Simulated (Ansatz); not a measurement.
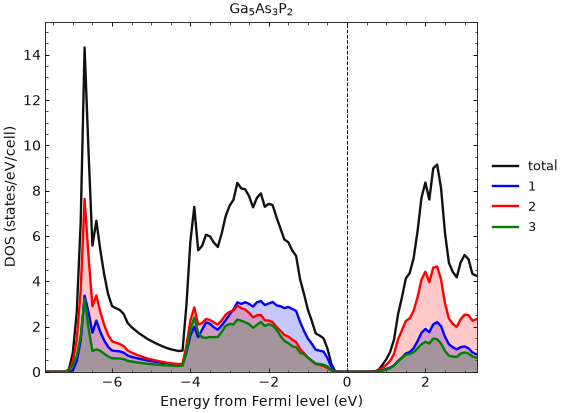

Density of states. Energies are counted from the Fermi level. The partial curves are projected on Löwdin-orthogonalised atomic shells.

The material is Ga₅As₃P₂, space group I-4m2 (No. 119), 10 atoms in the cell.

Ansatz; DFT PBE, scalar-relativistic, plane waves, PAW, no spin polarisation, 10×10×10 k mesh, 420 eV cutoff, Gaussian smearing of 0.02 eV.

Q: The numbered curves are projections. Which is which? The candidates: As, Ga, P.

A: 1 is As; 2 is Ga; 3 is P.

Q: Is there a gap at the Fermi level, and how wide?

A: There is a gap; over the k points computed it is 0.66 eV.

The structure is an invented one, so it need not be a known or stable phase.
